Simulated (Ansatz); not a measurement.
System: Al₃Cu, space group P4/mmm (No. 123).

The given structure:
```
CELL_PARAMETERS angstrom
2.77378 0.00000 0.00000
0.00000 2.77378 0.00000
0.00000 0.00000 7.59186
ATOMIC_POSITIONS crystal
Al 0.00000 0.00000 0.50000
Al 0.50000 0.50000 0.22264
Al 0.50000 0.50000 0.77736
Cu 0.00000 0.00000 0.00000
```

How it was computed, with Ansatz 0.2.0: all atoms of one element of a crystal moved along a line, all else fixed, by plane-wave density functional theory with PAW datasets, free energies less that of the undisturbed cell; scalar-relativistic. Level: r2SCAN, no spin polarisation.

```
       setting                               value
   wave cutoff                              500 eV
        k mesh                             18×18×6
   occupations                            Gaussian
smearing width                             0.15 eV
       k shift              (0, 0, 0) (mesh steps)
         start                             relaxed
 moved element                                  Al
     direction  (0, 0, -1) (Cartesian unit vector)
```

The points at displacement −0.15, −0.05, 0.1 and 0.2 follow from computed ones by symmetry.

What does the calculation give for the energy change and force along the direction (sum over moved atoms) against displacement? The displacement takes the values −0.200, −0.150, −0.100, −0.050, 0.000, 0.025, 0.050, 0.075, 0.100, 0.125, 0.150, 0.175, 0.200 Å.

The energy rises on both sides of the starting structure, which is therefore a minimum along this path. The energy change is 0.1268 eV/cell at displacement −0.200 Å and 0.1268 eV/cell at 0.200 Å; the lowest computed point is at displacement 0.000 Å (0.0000 eV/cell), in a single well. The force along the direction (sum over moved atoms) falls from 1.27 eV/Å at displacement −0.200 Å to −1.27 eV/Å at 0.200 Å, and changes sign near 0.000 Å. The harmonic force constant k (E = k x²/2 near the start) is 6.31 eV/Å².

```tsv
displacement (Å)	energy change (eV/cell)	force along the direction (sum over moved atoms) (eV/Å)
-0.200	0.1268	1.27
-0.150	0.0712	0.95
-0.100	0.0316	0.63
-0.050	0.0079	0.32
0.000	0.0000	0.00
0.025	0.0020	-0.16
0.050	0.0079	-0.32
0.075	0.0178	-0.47
0.100	0.0316	-0.63
0.125	0.0494	-0.79
0.150	0.0712	-0.95
0.175	0.0970	-1.11
0.200	0.1268	-1.27
```

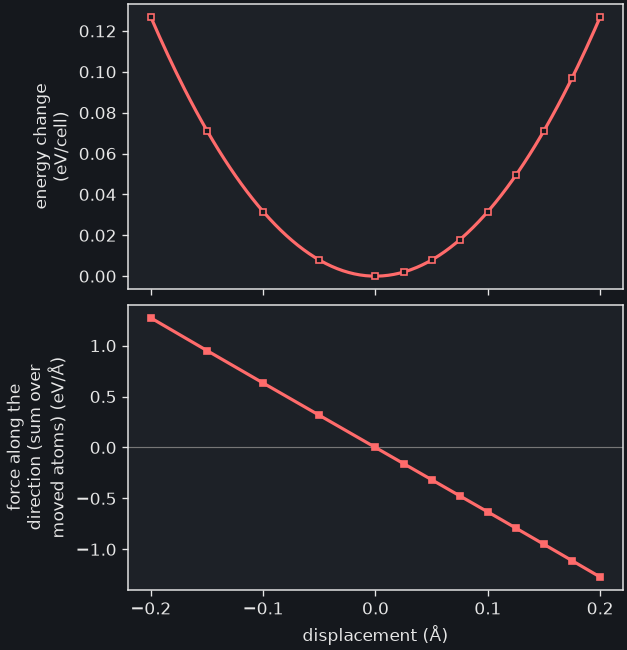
